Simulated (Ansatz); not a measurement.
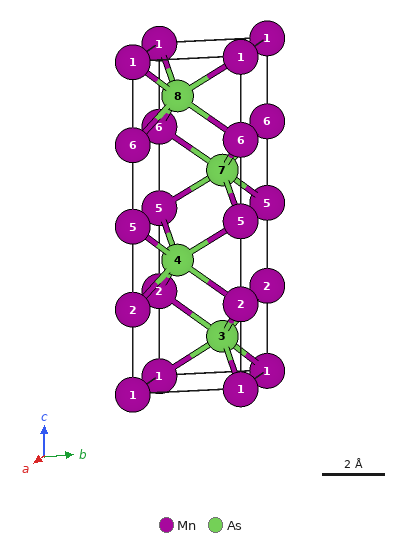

The input geometry (ball-and-stick view of the cell of the calculation, seen slightly off an axis; atoms are numbered from 1 in the order of the input). An atom can appear more than once, as a periodic image.

## Band-structure calculation, with input and output: MnAs

- system: MnAs (8 atoms in the cell)
- method: DFT PBE, scalar-relativistic, plane waves, PAW, spin-polarised (Ansatz 0.2.0)

The structure derives from an entry of the Crystallography Open Database. Figures and captions count atoms from 1; the log counts them from 0 in places.

Output
```
Warning: checkpoint.read: spin seed differs: saved 1e0c4a285ec7…, current 51ee8c550c0a…; the loaded state replaces the seed-built initial guess (but the starting_ns of a DFT+U solve that opens without the state's occupation matrices), so the run may converge into the producing seed's basin, or, where the symmetry group that follows from this deck's starting moments and starting_ns does not hold the saved magnetisation, lose that magnetisation at its first build. Where atoms have moved since the state was saved, this difference can also decide whether moments are moved with them. A self-consistent run of this deck without the state starts from its starting moments and, under a DFT+U term, its starting_ns
scf.n_extra_bands = 39 over 60 filled bands (N_el = 120.0): the run solves 99 bands
Engine: ansatz 0.2.0, x86_64-unknown-linux-gnu
Pseudopotentials: kind: paw
Pseudopotential: Mn, paw, valence charge 15, recommended cutoff 420 eV (normal), Mn.paw.azcp
Pseudopotential: As, paw, valence charge 15, recommended cutoff 420 eV (normal), As.paw.azcp
Functional definition: PBE
  parameter kappa = 0.804
  parameter beta = 0.06672455060314922
  exchange = pbe_x(kappa = kappa, mu = beta*pi^2/3)
  correlation = pbe_c(beta = beta)
Crystal: 8 atoms, lattice volume = 126.020 Å³
Basis set: ecut = 420 eV, 2425 PW (Γ), exchange–correlation on 50×50×150 points (8 copies of the dense FFT grid, shifted against one another)
Bands: 99, of which v1, the nominal top of the filled ones, is band 60 counted from 1 (59 counted from 0)
Symmetry: 12 space group operations
Space group: P-6m2 (ITA 187), of the structure as read, at distance tolerance 5.0e-5 Å
Magnetic group: BNS 187.209 (UNI 1439), of the structure as read, at distance tolerance 5.0e-5 Å
k-points: 57 of 576 (time reversal used)
Non-local potential: Mn, projectors of the file, l = 0: 3, l = 1: 2, l = 2: 3, l = 3: 1
Non-local potential: As, projectors of the file, l = 0: 2, l = 1: 2, l = 2: 3, l = 3: 1
PAW form: soft (Blöchl's): semilocal exchange-correlation on the pseudo side does not see the compensation charge
PAW one-centre angular grid: Mn, 590 points (default); XC on 64 Gauss nodes
PAW one-centre angular grid: As, 590 points (default); XC on 64 Gauss nodes
Initial density: read from a saved state, or passed on in memory by an earlier SCF of this step, an earlier step, the calling program or the single point that the run made first
Stability of the state it starts from, as read at its close in the collinear treatment: not read negative (Ritz values of 1 − χ₀K, real part plus size of imaginary part, from 0.69 to 1.2, by its mixing steps under the symmetry group of the SCF that read it); its run was given moments
Starting moments: Σ|m| = 12.02 μB on 4 of 8 sites; this step starts from the density that it was given
Initial wavefunctions: pseudopotential atomic-orbital guess
Functional: x = pbe(κ = 0.804, μ = 0.2195149727645171), c = pbe(β = 0.06672455060314922)
iter 1 solved again at ethr=1.49e-8 eV; its pass at ethr=3.10e-3 eV (dr2=1.78e-5 eV) is discarded
SCF iter   1: F=—  HF=-35021.681198 eV  |F-HF|=—  |Δ(HF+E_count)|=         —  Δρ=1.49e-7 (↑1.09e-7 ↓1.49e-7)  dr2=3.10e-11  dr2_m=4.90e-12  M=0.574 μB ∫|m|=12.190 μB  β_m=0.30  ethr=1.49e-8  ⟨swp⟩=5.7  Hψ=78827  notcnv=0  defer=10
eigensolver tolerance schedule: the retry pair's looser diagonalisation over-reported the residual by 574808.50 of it (diagonalisation noise at an unbounded share of the residual, at the tolerance the schedule requests for it); recorded, not acted on — ethr = c·dr2/N_el stays at c = 1.0e-1
preconditioner: auto → Kerker (q_TF=auto, 2.706 Å⁻¹)  [metal: Δε(μ)=0.006 eV  Ē_g=12.881 eV  σ=0.050 eV  W_gap=0.07  n_scr=50 (ndim 8)  ℏωp=22.9 eV  f_vac=0.000  D(μ)=4.39/eV (n_scr^D=38)]
spin=Collinear: Kerker preconditioning applied to the charge; magnetization (m = ρ↑ − ρ↓) channel mixes plain (no charge-response kernel on spin).
SCF iter   2: F=-35021.681201 eV  HF=-35021.681201 eV  |F-HF|=2.18e-11  |Δ(HF+E_count)|=   3.35e-6  Δρ=1.09e-7 (↑7.17e-8 ↓1.09e-7)  dr2=1.30e-11  dr2_m=4.49e-12  M=0.574 μB ∫|m|=12.190 μB  ethr=1.00e-12  ⟨swp⟩=8.2  Hψ=39872  notcnv=0
SCF 1 converged in 2 iterations: F = -35021.681201 eV  dr2 = 1.30e-11
  greatest PAW one-centre occupation: 1.001 electrons in one spin orbital (limit 2), on the Mn atom at site 1 (counted from 0), in its partial waves of l = 1
NSCF: frozen V_eff on 129 k-points
NSCF: frozen V_eff on 148 k-points
SCF converged after 2 iterations
Magnetization: 0.5742 μB (60.2871 up, 59.7129 down)
Absolute magnetization: 12.1916 μB (∫|ρ↑−ρ↓|, with the PAW one-centre terms)
Spin contamination: 5.3881 ħ² per cell (⟨S²⟩ above its minimum at these occupations)
Per-site moments (μB) at R_I (Å): [(2.8659786584622484, 1.03645337371448), (2.8659786584622506, 1.0364533737144799), (-0.09035911584239284, 1.0428832290524745), (-0.0027046753333334022, 1.0337231846984127), (-2.602961950965271, 1.0296056513186058), (-2.6029619509652715, 1.0296056513186056), (0.10252580227996598, 1.0296056513186056), (-0.0027046753333334443, 1.0337231846984125)]
Free energy (F): -35021.681201 eV
Harris-Foulkes:  -35021.681201 eV  (|F-HF|=2.18e-11)
Internal energy: -35021.675720 eV  (E = F + TS)
E sigma→0 (E₀):  -35021.678460 eV
Entropy (-TS):   -0.005482 eV (-0.685 meV/atom)
Fermi energy:    14.536506 eV
--- Per-component energies (eV) ---
  E_band       = -1688.426115
  E_kinetic    = 1638.192814
  E_local      = -13731.824711  (includes V_loc(G=0)·N_el)
  E_nonlocal   = -1700.436240
  E_hartree    = 6647.290583
  E_xc         = -772.852061
  E_vxc        = -901.235664  (∫ρ·V_xc dr)
  E_paw        = -12554.116260  (= ΣΔE_a)
  E_vpaw       = -287.703872  (= ΣTr[D̂ρ^β])
  E_aug_tail   = -0.000005  (compensation charges beyond the density's cutoff)
  E_ewald      = -14547.929839
  E_smearing   = -0.005482  (= −TS)
  E_closure    = 0.000000  (closes the sum)
  Σ components = -35021.681201   (vs F -35021.681201, Δ=0.00e0)
--- Forces (eV/Å), atoms counted from 1 ---
  atom   1  Mn    -0.00000000    -0.00000000    -0.00116049
  atom   2  Mn    -0.00000000    -0.00000000     0.00116049
  atom   3  As    -0.00000000     0.00000000     0.00000000
  atom   4  As     0.00000000    -0.00000000    -0.00091721
  atom   5  Mn    -0.00000000     0.00000000     0.00048049
  atom   6  Mn    -0.00000000     0.00000000    -0.00048049
  atom   7  As    -0.00000000     0.00000000     0.00000000
  atom   8  As     0.00000000    -0.00000000     0.00091721
  max |Σ_I F_I| component: 2.60e-17 eV/Å
--- Stress (GPa, compression-positive) ---
       -0.004532       0.000000       0.000000
        0.000000      -0.004532       0.000000
        0.000000      -0.000000       0.001568
  P = ⅓ Tr σ = -0.0025 GPa (-0.025 kbar)
--- Band table (eV; the first three rows and the last of 114) ---
  k-point 0 ↑: bands = ["-66.3815", "-66.3759", "-63.3288", "-63.3180", "-35.1820", "-35.1820", "-35.1762", "-35.1762", "-35.0934", "-35.0342", "-32.2173", "-32.1446", "-32.1446", "-32.1335", "-32.1335", "-32.1133", "-21.3998", "-21.3998", "-21.3998", "-21.3764", "-21.3764", "-21.2885", "-21.2885", "-21.2779", "-21.2733", "-21.2733", "-21.2151", "-21.2151", "-21.2149", "-21.2149", "-21.2147", "-21.2147", "-21.1842", "-21.1842", "-21.1842", "-21.1842", "0.8713", "1.9003", "1.9660", "3.7603", "7.9241", "10.4806", "10.4806", "10.6692", "10.9240", "11.2457", "11.2457", "11.7343", "11.7343", "11.8790", "11.8790", "11.9931", "12.2625", "12.2625", "13.5396", "13.5396", "13.7700", "14.3607", "14.3607", "14.6595", "15.1352", "15.1352", "15.2459", "15.2459", "16.2877", "16.3889", "17.0866", "17.0866", "17.4887", "17.4887", "18.4324", "18.7018", "18.7018", "20.4781", "20.6623", "20.8443", "21.6036", "21.6036", "22.3879", "22.3879", "22.4206", "22.4206", "24.5692", "24.6075", "25.4440", "25.4440", "25.5892", "25.7297", "26.3879", "26.3879", "26.6014", "26.6014", "26.7793", "27.9048", "28.1218", "28.2204", "29.4767", "29.4767", "29.4967"]
  k-point 1 ↑: bands = ["-66.3815", "-66.3760", "-63.3288", "-63.3180", "-35.1820", "-35.1820", "-35.1762", "-35.1762", "-35.0934", "-35.0342", "-32.2173", "-32.1446", "-32.1446", "-32.1335", "-32.1335", "-32.1133", "-21.3998", "-21.3998", "-21.3998", "-21.3764", "-21.3764", "-21.2885", "-21.2885", "-21.2779", "-21.2733", "-21.2733", "-21.2151", "-21.2151", "-21.2150", "-21.2150", "-21.2147", "-21.2147", "-21.1842", "-21.1842", "-21.1842", "-21.1842", "0.9381", "1.4867", "2.4711", "3.5454", "8.2280", "9.9506", "10.5017", "10.5017", "11.1428", "11.1428", "11.1581", "11.7945", "11.7945", "11.9213", "11.9213", "12.2025", "12.3274", "12.3274", "13.3572", "13.3572", "13.9897", "14.3735", "14.3735", "14.7635", "15.1195", "15.1195", "15.4977", "15.4977", "15.9321", "16.2835", "16.7232", "16.7232", "17.7054", "17.7054", "18.6292", "18.6951", "18.6951", "19.8160", "21.0464", "21.4269", "21.6396", "21.6396", "22.0163", "22.0163", "22.9779", "22.9779", "24.1360", "24.6875", "24.6875", "24.9743", "25.1154", "25.5154", "26.5186", "26.7877", "26.7877", "27.2833", "27.2833", "27.3003", "28.3115", "28.3115", "29.0637", "29.2736", "30.0569"]
  k-point 2 ↑: bands = ["-66.3815", "-66.3759", "-63.3288", "-63.3180", "-35.1820", "-35.1820", "-35.1762", "-35.1762", "-35.0934", "-35.0342", "-32.2172", "-32.1446", "-32.1446", "-32.1335", "-32.1335", "-32.1133", "-21.3998", "-21.3998", "-21.3998", "-21.3764", "-21.3764", "-21.2885", "-21.2885", "-21.2779", "-21.2733", "-21.2733", "-21.2150", "-21.2150", "-21.2150", "-21.2150", "-21.2147", "-21.2147", "-21.1842", "-21.1842", "-21.1842", "-21.1842", "1.0924", "1.2043", "3.0309", "3.0608", "8.8772", "9.1167", "10.5265", "10.5265", "11.0583", "11.0583", "11.2121", "11.8162", "11.8162", "11.9662", "11.9662", "12.3356", "12.4399", "12.4399", "13.1578", "13.1578", "14.3179", "14.3830", "14.3830", "15.0070", "15.1127", "15.1127", "15.3608", "15.8630", "15.8630", "16.1852", "16.3171", "16.3171", "17.8297", "17.8297", "18.6878", "18.6878", "19.0253", "19.2496", "21.4009", "21.7225", "21.7225", "21.7943", "21.8195", "21.8195", "23.6746", "23.6746", "23.8277", "23.8277", "24.0362", "24.3350", "25.2731", "25.3410", "26.5620", "26.9191", "27.1958", "27.1958", "27.5627", "27.5627", "28.5638", "28.5638", "28.7185", "28.7185", "29.5669"]
  k-point 56 ↓: bands = ["-66.1992", "-66.1896", "-63.2227", "-63.2166", "-35.0347", "-35.0343", "-35.0248", "-35.0244", "-34.8806", "-34.7891", "-32.0686", "-32.0609", "-32.0605", "-32.0536", "-32.0532", "-32.0020", "-21.3826", "-21.3821", "-21.3718", "-21.3529", "-21.3524", "-21.3018", "-21.3013", "-21.2936", "-21.2923", "-21.2918", "-21.2161", "-21.2161", "-21.2157", "-21.2157", "-21.2134", "-21.2134", "-21.1819", "-21.1819", "-21.1814", "-21.1814", "3.4705", "3.5705", "3.5829", "3.5886", "8.6426", "8.9774", "9.0456", "9.2811", "9.3308", "9.5347", "10.9825", "10.9981", "11.1053", "11.1121", "11.3840", "11.5339", "12.2291", "12.5490", "12.6536", "12.8435", "12.9415", "13.2073", "13.8425", "14.0491", "14.5529", "14.7445", "15.1700", "15.3364", "15.3373", "15.5791", "15.6740", "16.0463", "16.8021", "17.2352", "17.2835", "17.5940", "19.6236", "20.0875", "22.6805", "22.6884", "22.8309", "22.8496", "23.7200", "24.0630", "24.7844", "24.8314", "24.8529", "24.9403", "24.9822", "25.1259", "26.3931", "26.6307", "27.8638", "27.9075", "28.0571", "28.1658", "30.3979", "30.4904", "30.5220", "30.6407", "32.9522", "33.0104", "34.6752"]
--- Löwdin populations: 8 sites ---
  site symbol       q [e]    m [muB]
     0     Mn     14.3575     3.0588
     1     Mn     14.3575     3.0588
     2     As     15.4695    -0.1666
     3     As     15.4855    -0.0080
     4     Mn     14.4150    -2.7861
     5     Mn     14.4150    -2.7861
     6     As     15.3854     0.2075
     7     As     15.4855    -0.0080
  spilling = 0.005243 (of n_electrons = 120.000000)
--- Bader charges: 8 sites ---
  site symbol  charge [e]  shift [e]    m [muB]
     0     Mn      0.6696     0.0024     3.0048
     1     Mn      0.6696     0.0024     3.0048
     2     As     -0.6563     0.0023    -0.1090
     3     As     -0.6688     0.0025    -0.0033
     4     Mn      0.6224     0.0024    -2.7296
     5     Mn      0.6224     0.0024    -2.7296
     6     As     -0.5901     0.0023     0.1393
     7     As     -0.6688     0.0025    -0.0033
  estimated error of the sums over rays = 3.9e-4 e
```

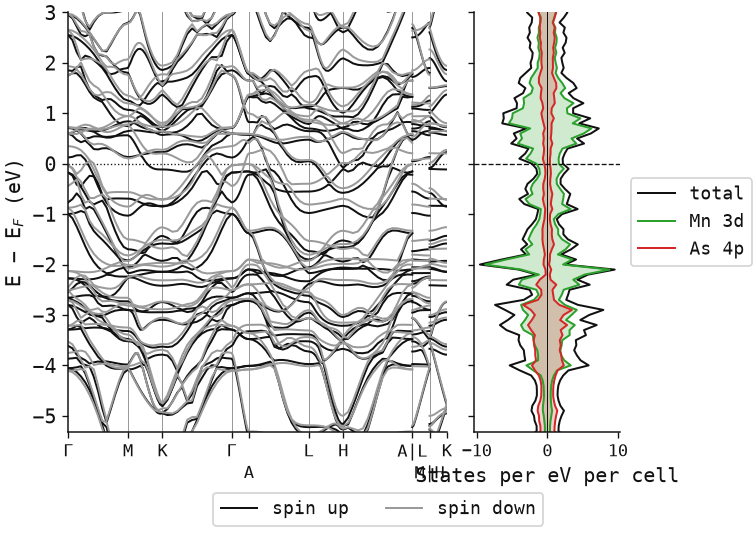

Band structure along Γ–M–K–Γ–A–L–H–A|L–M|H–K and density of states (projected on Löwdin-orthogonalised atomic shells), with energies from the Fermi level. Bands cross the Fermi level: a metal at this level of theory.

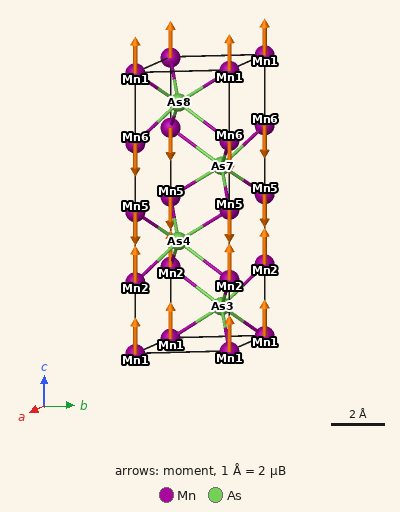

Magnetic moments of the sites as orange arrows (ball-and-stick view of the cell of the calculation, seen slightly off an axis; atoms are numbered from 1 in the order of the input); small moments hardly show. The run is collinear, so the axis drawn is arbitrary. Site moments: Mn1, Mn2 (2.87 μB); Mn5, Mn6 (−2.60 μB); As7 (0.10 μB); As3 (−0.09 μB). They are counted near the atoms and needn't add up to the moment of the cell.

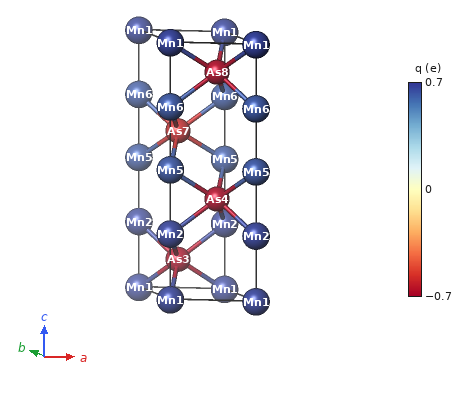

Bader charges, as the colour of each atom (ball-and-stick view of the cell of the calculation, seen slightly off an axis; atoms are numbered from 1 in the order of the input). By element: Mn +0.62 to +0.67 and As −0.67 to −0.59 e.

This output came from the following input.

The input
```yaml
crystal:
  lattice:
    - [3.6458674113, 0.0, 0.0]
    - [-1.8229337056, 3.157413797, 0.0]
    - [0.0, 0.0, 10.9472647206]
  atoms:
    - { symbol: Mn, position: [0.0, 0.0, -0.0029191353], spin: 3.15 }
    - { symbol: Mn, position: [0.0, 0.0, 0.2529191353], spin: 3.15 }
    - { symbol: As, position: [0.3333333333, 0.6666666667, 0.125] }
    - { symbol: As, position: [0.6666666667, 0.3333333333, 0.3782493513] }
    - { symbol: Mn, position: [0.0, 0.0, 0.5024689005], spin: -2.86 }
    - { symbol: Mn, position: [0.0, 0.0, 0.7475310995], spin: -2.86 }
    - { symbol: As, position: [0.3333333333, 0.6666666667, 0.625] }
    - { symbol: As, position: [0.6666666667, 0.3333333333, 0.8717506487] }
basis:
  ecutwfc: 420
  ecutrho_ratio: 4
kpoints:
  mp_grid: { grid: [12, 12, 4] }
  band_path:
    path:
      - [[0.0, 0.0, 0.0], [0.5, 0.0, 0.0], [0.33333333, 0.33333333, 0.0], [0.0, 0.0, 0.0], [0.0, 0.0, 0.5], [0.5, 0.0, 0.5], [0.33333333, 0.33333333, 0.5], [0.0, 0.0, 0.5]]
      - [[0.5, 0.0, 0.5], [0.5, 0.0, 0.0]]
      - [[0.33333333, 0.33333333, 0.5], [0.33333333, 0.33333333, 0.0]]
    npoints: 14
hamiltonian:
  xc: pbe
scf:
  occupations: { method: gaussian, width: 0.05 }
  lower_state_search: "off"
  n_extra_bands: 39
output:
  forces: true
  stress: true
  eigenvalues: true
  populations: true
  dos: { projected: true, de: 0.02, nscf_kmesh: { grid: [18, 18, 6] } }
  bader: true
magnetization:
  spin_polarized: true
checkpoint:
  read: start.run
  write: ck
  compress: false
  write_wavefunctions: false
  write_every: 100000
```

Launch command:
```bash
ansatz run input.yaml --threads 2 --pin off --max-ram 5120MiB --backend cpu --events-out ev --progress --plain --runs-dir out
```

Summary

| quantity | value |
| --- | --- |
| outcome | converged |
| space group (tolerance 0.01 Å) | P-6m2 (187) |
| electrons treated | 120 |
| free energy | −35021.6812 eV |
| Fermi energy | 14.537 eV |
| gap on the k-point mesh | none (metallic) |
| net moment of the cell | 0.57 μB |
| integrated absolute moment | 12.19 μB |
| pressure | 0.00 GPa |
| largest force (length of the vector) | 0.001 eV/Å |
| hardware | 2 threads of Intel Xeon @ 2.50GHz (Skylake/Cascade Lake), 16 GiB of memory available, shared host |
| wall time | 5.1 min (CPU time 10 min) |
| peak memory | 2.2 GiB |

Notes

Warnings of the run: the state was not tested for a lower one.
